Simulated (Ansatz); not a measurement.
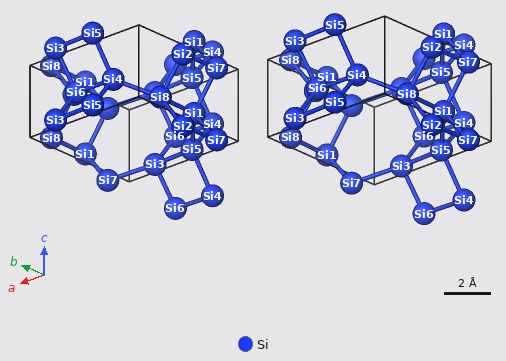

Two geometries of crystalline Si (a generated structure, set up in P4_322) (coarse preliminary run), drawn at one scale. One is the start of a relaxation, the other its converged end. The picture is a ball-and-stick view of the cell of the calculation, seen from a free direction.

Method: DFT PBE, scalar-relativistic, plane waves, PAW in Ansatz. Settings: plane-wave cutoff 420 eV; k-point mesh 4 × 4 × 6; occupations gaussian; smearing width 0.1 eV; no spin polarisation; cell and atoms relaxed; force threshold 0.04 eV/Å; at most 70 steps.

Q: Which of the two is the end point?

A: The right one is the relaxed one. Over 4 accepted moves (5 points after the start) the energy falls by 303 meV per atom. The largest force component goes from 1.6 to 0.032 eV/Å. The pressure goes from 25.02 to 0.03 GPa. The SCF was repeated once at an unchanged geometry on a basis and grid sized afresh for the cell, which shifted the energy by 2.3 meV per atom at most. The largest moves relative to the cell, 0.018 Å, are those of 8 atoms (Si1, Si2, Si3, Si4 and others). Si8 goes roughly along +a. The drawn cell changes as follows: a = b 6.529 → 7.005 Å (+7.3 %), c 3.491 → 3.763 Å (+7.8 %); the volume changes by +24.1 %. Near-neighbour distances that change, for instance: Si1–Si7 2.252 → 2.444 Å, Si1–Si7 (another image) 2.159 → 2.345 Å, Si1–Si8 2.226 → 2.394 Å, Si1–Si5 2.243 → 2.381 Å. The space group stays P4_322 (No. 95). The run took 52 s on 1 thread of Arm Neoverse V2, with other jobs on the host, peak memory 0.38 GiB.
